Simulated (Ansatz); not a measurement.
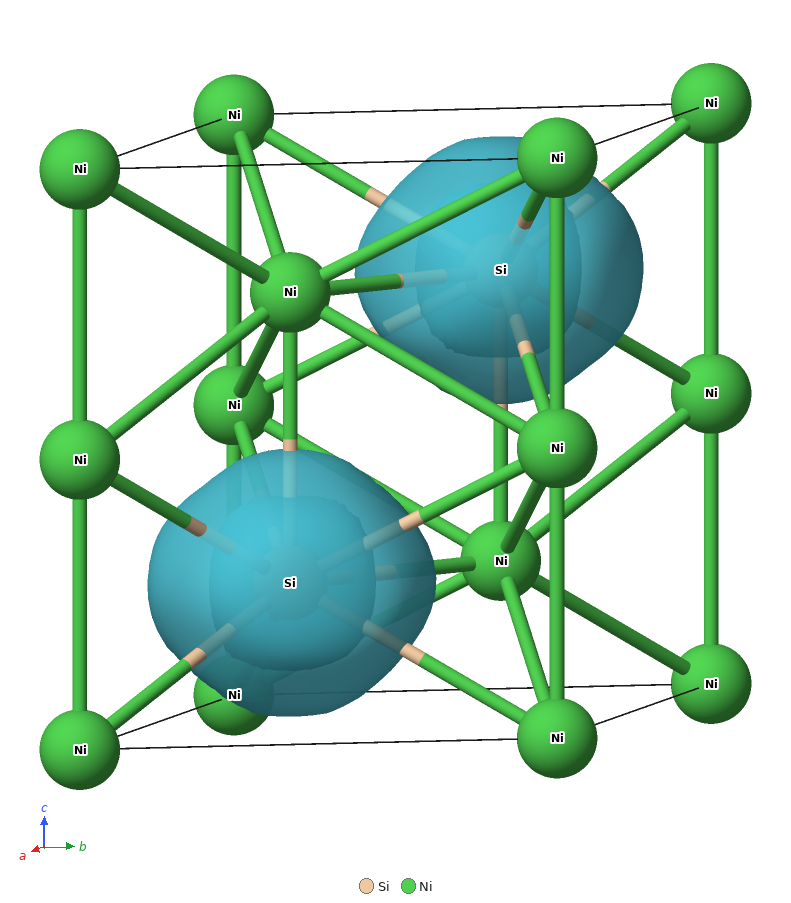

*SiNi2. Isosurface of the ELF at 0.55 (cyan), seen slightly off an axis. Only the valence region is drawn (cores and ρ < 0.01 e/Å³ removed). Sticks mark near contacts.*

Space group P6₃/mmc; changed on purpose from its base cell (biaxial strain in the a-b plane, c and atoms relaxed: +4.0 %); computed pressure about −10 GPa in this cell; computed without spin polarisation.

The calculation used DFT PBE, scalar-relativistic, plane waves, PAW in Ansatz.

In a PAW calculation such maps are meaningful between the atoms, not at the nuclei.

Input

```
crystal:
  lattice:
    - [4.0684033542, 0.0, 0.0]
    - [-2.0342016771, 3.5233406576, 0.0]
    - [0.0, 0.0, 4.8716573677]
  atoms:
    - { symbol: Si, position: [0.3333333333, 0.6666666667, 0.75] }
    - { symbol: Si, position: [0.6666666667, 0.3333333333, 0.25] }
    - { symbol: Ni, position: [0.0, 0.0, 0.0] }
    - { symbol: Ni, position: [0.0, 0.0, 0.5] }
    - { symbol: Ni, position: [0.3333333333, 0.6666666667, 0.25] }
    - { symbol: Ni, position: [0.6666666667, 0.3333333333, 0.75] }
basis:
  ecutwfc: 420
kpoints:
  mp_grid: { grid: [12, 12, 8] }
hamiltonian:
  xc: pbe
scf:
  occupations: { method: gaussian, width: 0.1 }
output:
  forces: true
  stress: true
  eigenvalues: true
  write_density: true
  write_potential: true
  elf: true
  volumetric_format: npy
relax:
  adjacent_minimum: "off"
  f_tol: 0.008
  max_steps: 40
  cell: { stress_tol: 0.015, fix: [a, b, gamma] }
```

Command:

```sh
ansatz run input.yaml --threads 1 --pin off --max-ram 2560MiB --backend cpu --events-out ev --progress --plain --runs-dir out
```

Below, planes, directions and counts refer to the conventional cell (a = 4.07 Å, b = 4.07 Å, c = 4.88 Å, α = 90.00°, β = 90.00°, γ = 120.00°).

The fields are those of the relaxed geometry.

Question: Identify the bonds, lone pairs and shells in this picture.

Answer: The surface consists of two regions wrapped around Si (the valence shell of each), counted in one cell of 6 atoms. Regions shared between cells count once. Along the contacts the grid gives the following. Si–Ni (2.35 Å): the ELF peaks at about 0.70 between the atoms. Ni–Ni (2.44 Å): the ELF is about 0.25 at the midpoint; no shared electron pair shows on this line.

Question: Does the calculation make it a metal, or give it a gap?

Answer: It is gapless in this calculation (a metal or semimetal).
